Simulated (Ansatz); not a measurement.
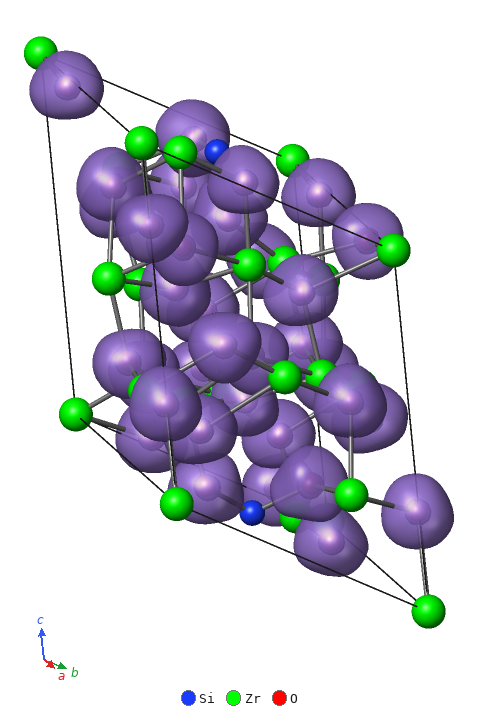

Figure 1: Zr15SiO32 (cell with a defect). Isosurface of the ELF at 0.65 (purple), seen slightly off an axis. Core shells and regions of very low density are left out. Sticks mark near contacts.

All numbers below come from DFT PBE, scalar-relativistic, plane waves, PAW (Ansatz 0.2.0).

```
CELL_PARAMETERS angstrom
7.24200 0.00000 -5.28244
0.00000 7.24200 5.28244
0.00000 -7.24200 5.28244
ATOMIC_POSITIONS crystal
Si 0.50000 0.50000 0.00000
Zr 0.50000 0.26249 0.23464
Zr 0.50000 0.73464 0.76249
Zr 0.50000 0.00000 0.50000
Zr 0.02785 0.26536 0.76536
Zr 0.00000 0.50000 0.50000
Zr 0.00000 0.00000 0.00000
Zr 0.97215 0.73751 0.23751
Zr 0.25999 0.77299 0.01237
Zr 0.25999 0.51237 0.27299
Zr 0.23938 0.98700 0.72701
Zr 0.23938 0.22701 0.48700
Zr 0.76062 0.48763 0.74762
Zr 0.74001 0.75238 0.51300
Zr 0.76062 0.24762 0.98763
Zr 0.74001 0.01300 0.25238
O 0.50000 0.81625 0.01378
O 0.50000 0.51378 0.31625
O 0.50000 0.05560 0.77196
O 0.50000 0.27196 0.55560
O 0.02492 0.52921 0.79492
O 0.97508 0.77000 0.50429
O 0.02492 0.29492 0.02921
O 0.97508 0.00429 0.27000
O 0.02481 0.79317 0.03765
O 0.02481 0.53765 0.29317
O 0.97519 0.01284 0.76836
O 0.97519 0.26836 0.51284
O 0.50000 0.51796 0.81917
O 0.50000 0.78208 0.54614
O 0.50000 0.31917 0.01796
O 0.50000 0.04614 0.28208
O 0.28365 0.72804 0.22804
O 0.26570 0.47079 0.49571
O 0.26570 0.99571 0.97079
O 0.19753 0.18375 0.68375
O 0.80247 0.48622 0.98622
O 0.73430 0.70508 0.73000
O 0.73430 0.23000 0.20508
O 0.71635 0.94440 0.44440
O 0.24448 0.73164 0.70683
O 0.30121 0.48204 0.98204
O 0.23594 0.95386 0.45386
O 0.24448 0.20683 0.23164
O 0.75552 0.46235 0.48716
O 0.69879 0.68083 0.18083
O 0.76406 0.21792 0.71792
O 0.75552 0.98716 0.96235
```

Where are the electrons localised?

The ELF exceeds this value in four regions on O in which the atom's valence shell and bonds are merged and 28 regions wrapped around O (the valence shell of each), counted in one cell of 48 atoms. Regions shared between cells count once.

Values along the shortest contacts:
Si–O (1.68 Å): the ELF peaks at about 0.85 between the atoms, as expected for a polar covalent bond. Zr–O (2.04 Å): the ELF peaks at about 0.85 in the valence shell of O, 0.6 Å from its nucleus, and drops to about 0.25 between the two atoms (no localised pair shows between them).

Does the calculation give a band gap?

It is gapped, with a Kohn–Sham gap of 4.1 eV on the k-point mesh (the band edges may lie off the mesh, which would make the gap smaller).
